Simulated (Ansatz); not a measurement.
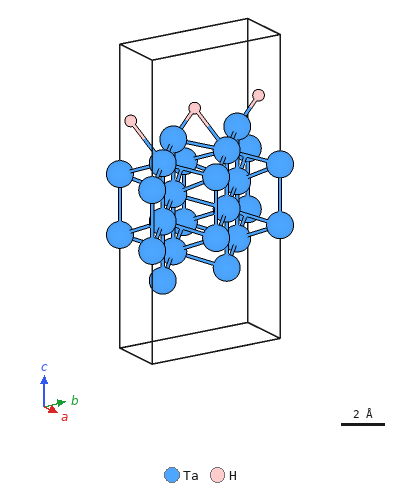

**Figure 1.** The input geometry (ball-and-stick view of the 1 × 2 repeat of the cell, with the vacuum cut short, seen slightly off an axis). An atom can appear more than once, as a periodic image.

**Run report: Ta8H, geometry relaxation (part 1 of 2)**

The run: geometry relaxation of Ta8H (slab, 9 atoms in the cell). Method and program: DFT PBE+D3(BJ), scalar-relativistic, plane waves, PAW, no spin polarisation (Ansatz 0.2.0).

The structure derives from an entry of the Crystallography Open Database. The input holds or restrains some coordinates. Forces given for the steps count only the free coordinates. It belongs to a series of runs on one base structure; here: H over the place (0/6, 2/6) of the surface cell, its height relaxed.

### Output
```
Engine: ansatz 0.2.0, x86_64-unknown-linux-gnu
Pseudopotentials: kind: paw
Pseudopotential: Ta, paw, valence charge 13, recommended cutoff 420 eV (normal), Ta.paw.azcp
Pseudopotential: H, paw, valence charge 1, recommended cutoff 420 eV (normal), H.paw.azcp
Functional definition: PBE
  parameter kappa = 0.804
  parameter beta = 0.06672455060314922
  exchange = pbe_x(kappa = kappa, mu = beta*pi^2/3)
  correlation = pbe_c(beta = beta)
Crystal: 9 atoms, lattice volume = 479.183 Å³
Basis set: ecut = 420 eV, 9427 PW (Γ), exchange–correlation on 64×64×360 points (8 copies of the dense FFT grid, shifted against one another)
Bands: 63, of which v1, the nominal top of the filled ones, is band 53 counted from 1 (52 counted from 0)
Symmetry: 1 space group operations
Space group: P1 (ITA 1), of the structure as read, at distance tolerance 7.8e-5 Å
k-points: 20 of 36 (time reversal used)
Non-local potential: Ta, projectors of the file, l = 0: 3, l = 1: 2, l = 2: 2, l = 3: 1
Non-local potential: H, projectors of the file, l = 0: 2, l = 1: 1
PAW form: soft (Blöchl's): semilocal exchange-correlation on the pseudo side does not see the compensation charge
PAW one-centre angular grid: Ta, 590 points (default); XC on 64 Gauss nodes
PAW one-centre angular grid: H, 110 points (default); XC on 64 Gauss nodes
Initial density: superposition of atomic densities (neutral atoms: chi_scale 0, normalization atom), corrected by the library's trained network
Initial wavefunctions: pseudopotential atomic-orbital guess
Functional: x = pbe(κ = 0.804, μ = 0.2195149727645171), c = pbe(β = 0.06672455060314922)
SCF iter   1: F=—  HF=-79470.760991 eV  |F-HF|=—  |Δ(HF+E_count)|=         —  Δρ=4.76e-3  dr2=2.96e-1  ethr=1.77e-3  p=-0.080 e·Å  D=-3.02e-2 V/Å  ΔV_dip=0.77 eV  dr2_dipole=1.11e-3  V_vac-E_F(+/−)=4.72/3.94 eV  ⟨swp⟩=11.1  Hψ=6558  notcnv=0
efield: sawtooth ramp at fractional position 0.9606 (placed from the atoms, in the widest stretch of the axis that holds none; the zero of the levels goes with the place), width 0.0400; the density the first Hamiltonian is built on has a dipole p = -0.080 e·Å; the dipole correction subtracts the counter field D = -3.02e-2 V/Å, which shifts the + side's vacuum level by +0.77 eV against the − side's; the planar-averaged density in the ramp window peaks in size at 1.4e-5 e/Å³
preconditioner: auto → LDOS  [metal: Δε(μ)=0.030 eV  Ē_g=3.502 eV  σ=0.100 eV  W_gap=0.16  n_scr=82 (ndim 8)  ℏωp=10.9 eV  f_vac=0.602  D(μ)=11.13/eV (n_scr^D=82)  β→1.0]
SCF iter   2: F=—  HF=-79470.726600 eV  |F-HF|=—  |Δ(HF+E_count)|=   3.44e-2  Δρ=1.70e-3  dr2=2.23e-2  ethr=2.82e-4  p=-0.124 e·Å  D=-4.70e-2 V/Å  ΔV_dip=1.20 eV  dr2_dipole=8.52e-4  V_vac-E_F(+/−)=4.63/3.42 eV  ⟨swp⟩=3.0  Hψ=1985  notcnv=0  defer=33
SCF iter   3: F=—  HF=-79470.727645 eV  |F-HF|=—  |Δ(HF+E_count)|=   1.05e-3  Δρ=6.11e-4  dr2=6.63e-3  ethr=2.13e-5  p=-0.120 e·Å  D=-4.54e-2 V/Å  ΔV_dip=1.16 eV  dr2_dipole=2.41e-6  V_vac-E_F(+/−)=4.62/3.46 eV  ⟨swp⟩=2.9  Hψ=2434  notcnv=0  defer=33
SCF iter   4: F=—  HF=-79470.727432 eV  |F-HF|=—  |Δ(HF+E_count)|=   2.14e-4  Δρ=2.64e-4  dr2=1.00e-3  ethr=6.32e-6  p=-0.125 e·Å  D=-4.71e-2 V/Å  ΔV_dip=1.21 eV  dr2_dipole=4.08e-5  V_vac-E_F(+/−)=4.61/3.40 eV  ⟨swp⟩=2.4  Hψ=1809  notcnv=0  defer=25
SCF iter   5: F=—  HF=-79470.727357 eV  |F-HF|=—  |Δ(HF+E_count)|=   7.48e-5  Δρ=7.49e-5  dr2=8.76e-5  ethr=9.52e-7  p=-0.127 e·Å  D=-4.79e-2 V/Å  ΔV_dip=1.23 eV  dr2_dipole=5.31e-6  V_vac-E_F(+/−)=4.60/3.37 eV  ⟨swp⟩=2.0  Hψ=1523  notcnv=0  defer=25
iter 6 did not close the SCF: its close was put off until two iterations running show no level that it waits for move by more than its bar (scf_convergence_deferred on its scf_iter line)
SCF iter   6: F=-79470.727363 eV  HF=-79470.727366 eV  |F-HF|=3.06e-6  |Δ(HF+E_count)|=   8.80e-6  Δρ=2.86e-5  dr2=9.00e-6  ethr=9.52e-9  p=-0.128 e·Å  D=-4.83e-2 V/Å  ΔV_dip=1.24 eV  dr2_dipole=4.49e-8  V_vac-E_F(+/−)=4.60/3.36 eV  ⟨swp⟩=23.8  Hψ=13861  notcnv=0
SCF iter   7: F=-79470.727367 eV  HF=-79470.727367 eV  |F-HF|=4.18e-7  |Δ(HF+E_count)|=   9.16e-7  Δρ=8.42e-6  dr2=7.68e-7  ethr=8.57e-9  p=-0.128 e·Å  D=-4.84e-2 V/Å  ΔV_dip=1.24 eV  dr2_dipole=1.82e-11  V_vac-E_F(+/−)=4.60/3.36 eV  ⟨swp⟩=13.3  Hψ=11518  notcnv=0
SCF 1 converged in 7 iterations: F = -79470.727367 eV  dr2 = 7.68e-7
  greatest PAW one-centre occupation: 1.000 electrons in one spin orbital (limit 2), on the Ta atom at site 6 (counted from 0), in its partial waves of l = 0
relax step   1: F+E_penalty+E_count = -79470.72736695 eV  Δ(F+E_penalty+E_count) = +0.000e0 eV  max|allowed force component| = 9.463e-1 eV/Å  Δτ_max = 0.0000 Å  (7 SCF iters, dr2 threshold 1.00e-5 eV, accepted)
Initial density: handed on by an earlier stage of this run
Initial wavefunctions: those handed on with the density
iter 1 solved again at ethr=6.24e-5 eV; its pass at ethr=3.10e-3 eV (dr2=6.56e-2 eV) is discarded
SCF iter   1: F=—  HF=-79470.888677 eV  |F-HF|=—  |Δ(HF+E_count)|=         —  Δρ=3.35e-3  dr2=7.10e-2  ethr=6.24e-5  p=-0.128 e·Å  D=-4.84e-2 V/Å  ΔV_dip=1.24 eV  dr2_dipole=2.65e-5  V_vac-E_F(+/−)=4.60/3.36 eV  ⟨swp⟩=2.0  Hψ=4001  notcnv=0  defer=39
efield: sawtooth ramp at fractional position 0.9606 (handed on by an earlier solve), width 0.0400; the density the first Hamiltonian is built on has a dipole p = -0.128 e·Å; the dipole correction subtracts the counter field D = -4.84e-2 V/Å, which shifts the + side's vacuum level by +1.24 eV against the − side's; the planar-averaged density in the ramp window peaks in size at 4.9e-6 e/Å³
preconditioner: auto → LDOS  [metal: Δε(μ)=0.023 eV  Ē_g=3.502 eV  σ=0.100 eV  W_gap=0.13  n_scr=82 (ndim 8)  ℏωp=10.9 eV  f_vac=0.607  D(μ)=11.84/eV (n_scr^D=82)  β→1.0]
SCF iter   2: F=—  HF=-79470.872704 eV  |F-HF|=—  |Δ(HF+E_count)|=   1.60e-2  Δρ=9.50e-4  dr2=1.00e-2  ethr=6.24e-5  p=-0.105 e·Å  D=-3.97e-2 V/Å  ΔV_dip=1.02 eV  dr2_dipole=1.37e-3  V_vac-E_F(+/−)=4.37/3.35 eV  ⟨swp⟩=2.1  Hψ=1694  notcnv=0  defer=39
SCF iter   3: F=—  HF=-79470.873317 eV  |F-HF|=—  |Δ(HF+E_count)|=   6.13e-4  Δρ=4.57e-4  dr2=2.03e-3  ethr=9.52e-6  p=-0.103 e·Å  D=-3.89e-2 V/Å  ΔV_dip=1.00 eV  dr2_dipole=3.25e-5  V_vac-E_F(+/−)=4.35/3.36 eV  ⟨swp⟩=2.3  Hψ=2149  notcnv=0  defer=39
SCF iter   4: F=—  HF=-79470.872946 eV  |F-HF|=—  |Δ(HF+E_count)|=   3.71e-4  Δρ=1.21e-4  dr2=1.88e-4  ethr=1.93e-6  p=-0.101 e·Å  D=-3.81e-2 V/Å  ΔV_dip=0.98 eV  dr2_dipole=3.42e-6  V_vac-E_F(+/−)=4.33/3.36 eV  ⟨swp⟩=2.5  Hψ=2140  notcnv=0  defer=39
SCF iter   5: F=-79470.872916 eV  HF=-79470.872929 eV  |F-HF|=1.26e-5  |Δ(HF+E_count)|=   1.66e-5  Δρ=3.85e-5  dr2=2.37e-5  ethr=5.33e-8  p=-0.100 e·Å  D=-3.77e-2 V/Å  ΔV_dip=0.97 eV  dr2_dipole=4.07e-7  V_vac-E_F(+/−)=4.32/3.36 eV  ⟨swp⟩=24.2  Hψ=14461  notcnv=0
SCF 2 converged in 5 iterations: F = -79470.872916 eV  dr2 = 2.37e-5
relax step   2: F+E_penalty+E_count = -79470.87291639 eV  Δ(F+E_penalty+E_count) = -1.455e-1 eV  max|allowed force component| = 5.288e-1 eV/Å  Δτ_max = 0.1950 Å  (5 SCF iters, dr2 threshold 5.60e-5 eV, accepted)
SCF iter   1: F=—  HF=-79470.931237 eV  |F-HF|=—  |Δ(HF+E_count)|=         —  Δρ=2.74e-3  dr2=4.33e-2  ethr=3.36e-4  p=-0.100 e·Å  D=-3.77e-2 V/Å  ΔV_dip=0.97 eV  dr2_dipole=1.20e-4  V_vac-E_F(+/−)=4.32/3.36 eV  ⟨swp⟩=2.9  Hψ=2320  notcnv=0  defer=37
efield: sawtooth ramp at fractional position 0.9606 (handed on by an earlier solve), width 0.0400; the density the first Hamiltonian is built on has a dipole p = -0.100 e·Å; the dipole correction subtracts the counter field D = -3.77e-2 V/Å, which shifts the + side's vacuum level by +0.97 eV against the − side's; the planar-averaged density in the ramp window peaks in size at 4.5e-6 e/Å³
preconditioner: auto → LDOS  [metal: Δε(μ)=0.010 eV  Ē_g=3.516 eV  σ=0.100 eV  W_gap=0.06  n_scr=82 (ndim 8)  ℏωp=10.9 eV  f_vac=0.609  D(μ)=11.64/eV (n_scr^D=82)  β→1.0]
SCF iter   2: F=—  HF=-79470.921944 eV  |F-HF|=—  |Δ(HF+E_count)|=   9.29e-3  Δρ=7.77e-4  dr2=5.41e-3  ethr=4.13e-5  p=-0.086 e·Å  D=-3.24e-2 V/Å  ΔV_dip=0.83 eV  dr2_dipole=5.85e-5  V_vac-E_F(+/−)=4.19/3.36 eV  ⟨swp⟩=2.8  Hψ=1894  notcnv=0  defer=36
SCF iter   3: F=—  HF=-79470.922331 eV  |F-HF|=—  |Δ(HF+E_count)|=   3.87e-4  Δρ=3.91e-4  dr2=1.55e-3  ethr=5.15e-6  p=-0.086 e·Å  D=-3.24e-2 V/Å  ΔV_dip=0.83 eV  dr2_dipole=2.61e-6  V_vac-E_F(+/−)=4.19/3.35 eV  ⟨swp⟩=3.0  Hψ=2389  notcnv=0  defer=36
SCF iter   4: F=—  HF=-79470.922049 eV  |F-HF|=—  |Δ(HF+E_count)|=   2.82e-4  Δρ=1.17e-4  dr2=1.57e-4  ethr=1.48e-6  p=-0.085 e·Å  D=-3.20e-2 V/Å  ΔV_dip=0.82 eV  dr2_dipole=4.22e-6  V_vac-E_F(+/−)=4.18/3.35 eV  ⟨swp⟩=2.1  Hψ=2047  notcnv=0  defer=36
SCF iter   5: F=—  HF=-79470.922041 eV  |F-HF|=—  |Δ(HF+E_count)|=   7.69e-6  Δρ=4.02e-5  dr2=1.86e-5  ethr=1.50e-7  p=-0.084 e·Å  D=-3.18e-2 V/Å  ΔV_dip=0.81 eV  dr2_dipole=6.81e-8  V_vac-E_F(+/−)=4.17/3.36 eV  ⟨swp⟩=2.0  Hψ=1645  notcnv=0  defer=36
SCF iter   6: F=-79470.922042 eV  HF=-79470.922041 eV  |F-HF|=1.72e-7  |Δ(HF+E_count)|=   1.50e-7  Δρ=9.79e-6  dr2=8.87e-7  ethr=1.66e-8  p=-0.084 e·Å  D=-3.16e-2 V/Å  ΔV_dip=0.81 eV  dr2_dipole=1.53e-8  V_vac-E_F(+/−)=4.17/3.36 eV  ⟨swp⟩=25.0  Hψ=13408  notcnv=0
SCF 3 converged in 6 iterations: F = -79470.922042 eV  dr2 = 8.87e-7
relax step   3: F+E_penalty+E_count = -79470.92204152 eV  Δ(F+E_penalty+E_count) = -4.913e-2 eV  max|allowed force component| = 1.845e-1 eV/Å  Δτ_max = 0.1374 Å  (6 SCF iters, dr2 threshold 1.75e-5 eV, accepted)
SCF iter   1: F=—  HF=-79470.930645 eV  |F-HF|=—  |Δ(HF+E_count)|=         —  Δρ=1.40e-3  dr2=1.17e-2  ethr=9.14e-5  p=-0.084 e·Å  D=-3.16e-2 V/Å  ΔV_dip=0.81 eV  dr2_dipole=2.44e-4  V_vac-E_F(+/−)=4.17/3.36 eV  ⟨swp⟩=2.0  Hψ=2198  notcnv=0  defer=22
efield: sawtooth ramp at fractional position 0.9606 (handed on by an earlier solve), width 0.0400; the density the first Hamiltonian is built on has a dipole p = -0.084 e·Å; the dipole correction subtracts the counter field D = -3.16e-2 V/Å, which shifts the + side's vacuum level by +0.81 eV against the − side's; the planar-averaged density in the ramp window peaks in size at 4.0e-6 e/Å³
preconditioner: auto → LDOS  [metal: Δε(μ)=0.012 eV  Ē_g=3.519 eV  σ=0.100 eV  W_gap=0.07  n_scr=82 (ndim 8)  ℏωp=10.9 eV  f_vac=0.609  D(μ)=11.54/eV (n_scr^D=82)  β→1.0]
SCF iter   2: F=—  HF=-79470.928396 eV  |F-HF|=—  |Δ(HF+E_count)|=   2.25e-3  Δρ=3.90e-4  dr2=1.45e-3  ethr=1.11e-5  p=-0.078 e·Å  D=-2.96e-2 V/Å  ΔV_dip=0.76 eV  dr2_dipole=6.52e-5  V_vac-E_F(+/−)=4.12/3.36 eV  ⟨swp⟩=2.6  Hψ=1887  notcnv=0  defer=23
SCF iter   3: F=—  HF=-79470.928673 eV  |F-HF|=—  |Δ(HF+E_count)|=   2.78e-4  Δρ=1.81e-4  dr2=3.10e-4  ethr=1.38e-6  p=-0.079 e·Å  D=-2.97e-2 V/Å  ΔV_dip=0.76 eV  dr2_dipole=2.52e-11  V_vac-E_F(+/−)=4.12/3.36 eV  ⟨swp⟩=3.0  Hψ=2376  notcnv=0  defer=23
SCF iter   4: F=—  HF=-79470.928620 eV  |F-HF|=—  |Δ(HF+E_count)|=   5.32e-5  Δρ=4.42e-5  dr2=2.08e-5  ethr=2.95e-7  p=-0.078 e·Å  D=-2.95e-2 V/Å  ΔV_dip=0.76 eV  dr2_dipole=4.40e-7  V_vac-E_F(+/−)=4.11/3.36 eV  ⟨swp⟩=2.2  Hψ=2091  notcnv=0  defer=23
SCF iter   5: F=-79470.928620 eV  HF=-79470.928621 eV  |F-HF|=8.18e-7  |Δ(HF+E_count)|=   1.25e-6  Δρ=1.57e-5  dr2=2.81e-6  ethr=3.95e-9  p=-0.078 e·Å  D=-2.94e-2 V/Å  ΔV_dip=0.75 eV  dr2_dipole=4.19e-8  V_vac-E_F(+/−)=4.11/3.36 eV  ⟨swp⟩=23.4  Hψ=13206  notcnv=0
SCF 4 converged in 5 iterations: F = -79470.928620 eV  dr2 = 2.81e-6
relax step   4: F+E_penalty+E_count = -79470.92862039 eV  Δ(F+E_penalty+E_count) = -6.579e-3 eV  max|allowed force component| = 1.983e-2 eV/Å  Δτ_max = 0.0647 Å  (5 SCF iters, dr2 threshold 4.14e-6 eV, accepted)
iter 1 solved again at ethr=2.70e-9 eV; its pass at ethr=3.10e-3 eV (dr2=2.83e-6 eV) is discarded
SCF iter   1: F=—  HF=-79470.928642 eV  |F-HF|=—  |Δ(HF+E_count)|=         —  Δρ=1.57e-5  dr2=2.83e-6  ethr=2.70e-9  p=-0.078 e·Å  D=-2.94e-2 V/Å  ΔV_dip=0.75 eV  dr2_dipole=4.47e-8  V_vac-E_F(+/−)=4.11/3.36 eV  ⟨swp⟩=1.0  Hψ=3080  notcnv=0
efield: sawtooth ramp at fractional position 0.9606 (handed on by an earlier solve), width 0.0400; the density the first Hamiltonian is built on has a dipole p = -0.078 e·Å; the dipole correction subtracts the counter field D = -2.94e-2 V/Å, which shifts the + side's vacuum level by +0.75 eV against the − side's; the planar-averaged density in the ramp window peaks in size at 3.9e-6 e/Å³
preconditioner: auto → LDOS  [metal: Δε(μ)=0.012 eV  Ē_g=3.516 eV  σ=0.100 eV  W_gap=0.07  n_scr=82 (ndim 8)  ℏωp=10.9 eV  f_vac=0.609  D(μ)=11.56/eV (n_scr^D=82)  β→1.0]
SCF iter   2: F=—  HF=-79470.928622 eV  |F-HF|=—  |Δ(HF+E_count)|=   2.01e-5  Δρ=1.14e-5  dr2=1.36e-6  ethr=2.70e-9  p=-0.078 e·Å  D=-2.94e-2 V/Å  ΔV_dip=0.75 eV  dr2_dipole=1.32e-9  V_vac-E_F(+/−)=4.11/3.36 eV  ⟨swp⟩=2.0  Hψ=2049  notcnv=0
SCF iter   3: F=—  HF=-79470.928622 eV  |F-HF|=—  |Δ(HF+E_count)|=   7.13e-8  Δρ=3.79e-6  dr2=1.64e-7  ethr=1.29e-9  p=-0.078 e·Å  D=-2.94e-2 V/Å  ΔV_dip=0.75 eV  dr2_dipole=5.01e-10  V_vac-E_F(+/−)=4.11/3.36 eV  ⟨swp⟩=2.0  Hψ=2040  notcnv=0
SCF iter   4: F=-79470.928622 eV  HF=-79470.928622 eV  |F-HF|=9.94e-9  |Δ(HF+E_count)|=   9.22e-8  Δρ=1.16e-6  dr2=1.16e-8  ethr=9.52e-11  p=-0.078 e·Å  D=-2.94e-2 V/Å  ΔV_dip=0.75 eV  dr2_dipole=3.22e-10  V_vac-E_F(+/−)=4.11/3.36 eV  ⟨swp⟩=12.8  Hψ=9846  notcnv=0
SCF 5 converged in 4 iterations: F = -79470.928622 eV  dr2 = 1.16e-8
relax step   5: F+E_penalty+E_count = -79470.92862193 eV  Δ(F+E_penalty+E_count) = -1.548e-6 eV  max|allowed force component| = 1.931e-2 eV/Å  Δτ_max = 0.0000 Å  (4 SCF iters, accepted)
```

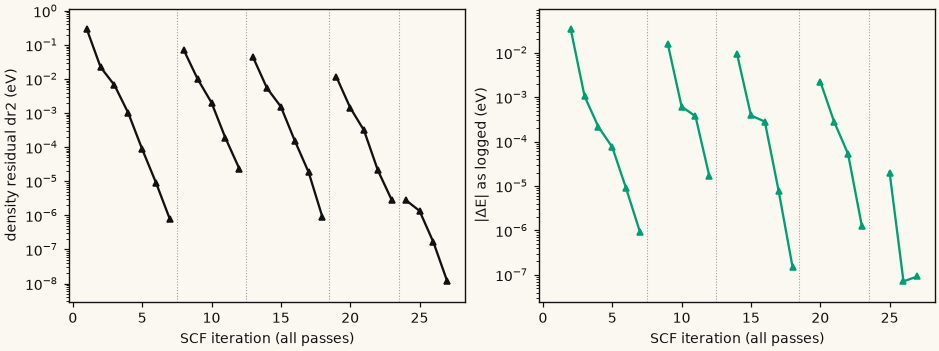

**Figure 2.** Convergence of the self-consistent field: density residual dr2 and size of the energy change against the SCF iteration. The dotted lines part the SCF passes of the relaxation: geometry steps, rejected trials and re-solves on a re-selected basis. The 5 passes take 4 to 7 iterations each, 27 in all.

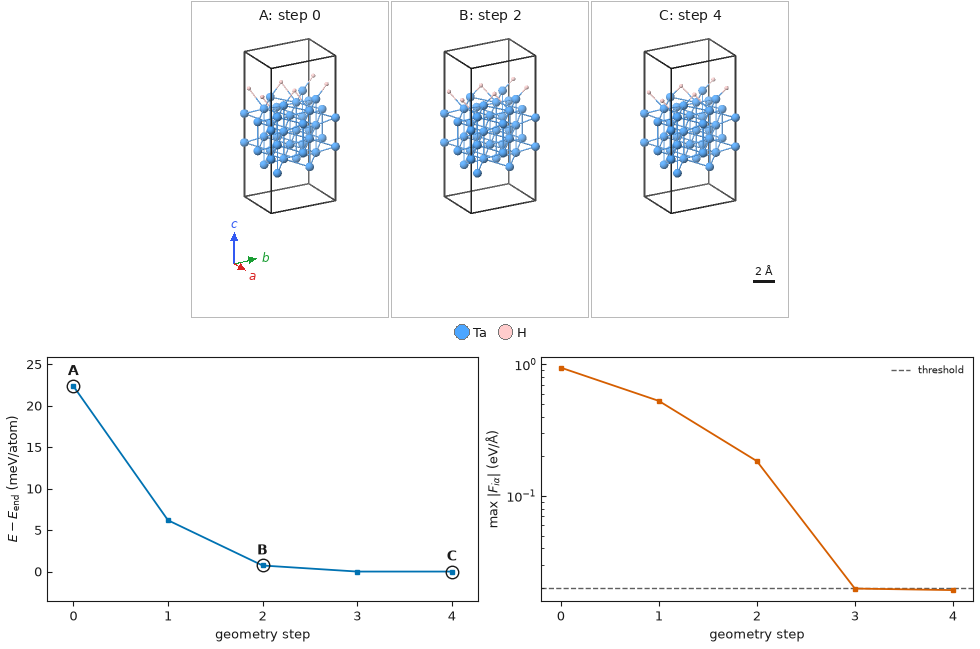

**Figure 3.** Frames of the restrained relaxation (ball-and-stick view of the 2 × 2 repeat of the cell, with the vacuum cut short, seen slightly off an axis) above the curves, on which the letters mark them (the first geometry is step 0 here and step 1 in the log).

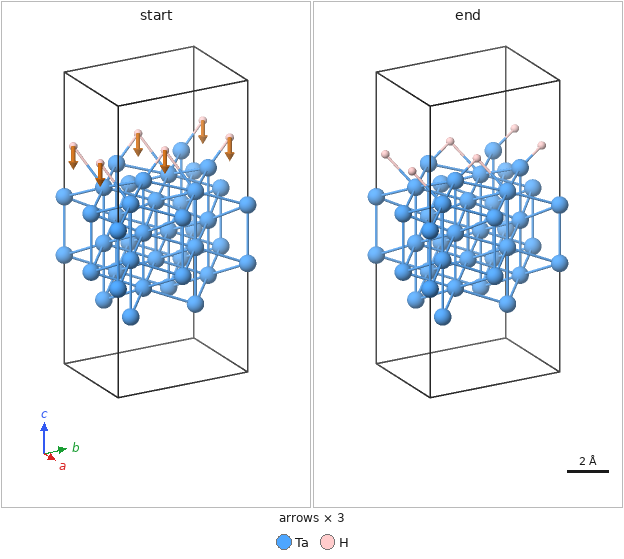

**Figure 4.** Before (left) and after (right) the restrained relaxation, at one scale (ball-and-stick view of the 2 × 2 repeat of the cell, with the vacuum cut short, seen slightly off an axis). The orange arrows give the displacements, magnified 3 times. The largest move is that of H9, 0.40 Å. Ta stays in place. The cell stays as it was. Among the contacts that change: Ta7–H9 2.517 → 2.217 Å, Ta8–H9 2.022 → 1.793 Å. Among the angles that change: Ta7–H9–Ta8 74.3° → 86.6°, Ta5–Ta8–H9 130.0° → 120.2°, Ta7–Ta8–H9 61.1° → 53.1°. Over 4 geometry steps the energy falls by 22.4 meV per atom. Largest force component: 0.95 eV/Å at the start, 0.019 eV/Å at the end. (Atoms are counted from 1 in the order of the input.)
